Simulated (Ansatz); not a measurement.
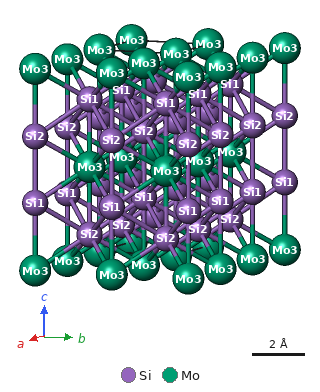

Crystalline Si2Mo (set up in I4/mmm), before the relaxation. The picture is a ball-and-stick view of the conventional cell (2 times the calculation's cell), repeated 3 × 2 × 1 with one cell outlined, seen slightly off an axis. Lengths and directions refer to the drawn axes.

The calculation used Ansatz, DFT PBE, scalar-relativistic, plane waves, PAW.

Set-up: plane-wave cutoff 420 eV; k-point mesh 14 × 14 × 14; occupations gaussian; smearing width 0.15 eV; no spin polarisation.

```
Si Mo
1.0
    -1.60842    1.60842    3.93651
     1.60842   -1.60842    3.93651
     1.60842    1.60842   -3.93651
Si Mo
2 1
Direct
  0.33510 0.33510 0.00000
  0.66490 0.66490 0.00000
  0.00000 0.00000 0.00000
```

Q: Predict the outcome.

A: The largest moves relative to the cell, 0.008 Å, are those of Si1 and Si2. Si2 goes along [3 −2 2]. Mo stays in place. The drawn cell changes as follows: a 3.217 → 3.148 Å (−2.1 %), b 3.217 → 3.043 Å (−5.4 %), c 7.873 → 8.045 Å (+2.2 %), α 90.0° → 89.7°, β 90.0° → 91.2°, γ 90.0° → 87.3°; the volume changes by −5.5 %. Near-neighbour distances that change, for instance: Mo3–Mo3 3.217 → 3.043 Å, Si1–Si2 2.640 → 2.502 Å, Si1–Mo3 2.619 → 2.501 Å, Si1–Mo3 (another image) 2.619 → 2.538 Å. The space group (tolerance 0.01 Å) goes from I4/mmm (No. 139) to P-1 (No. 2).

The end point in the same view:

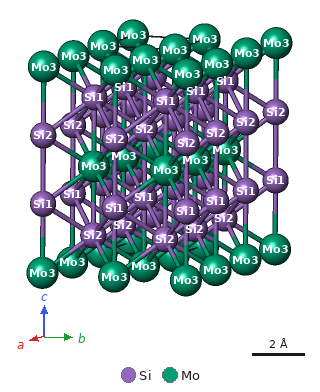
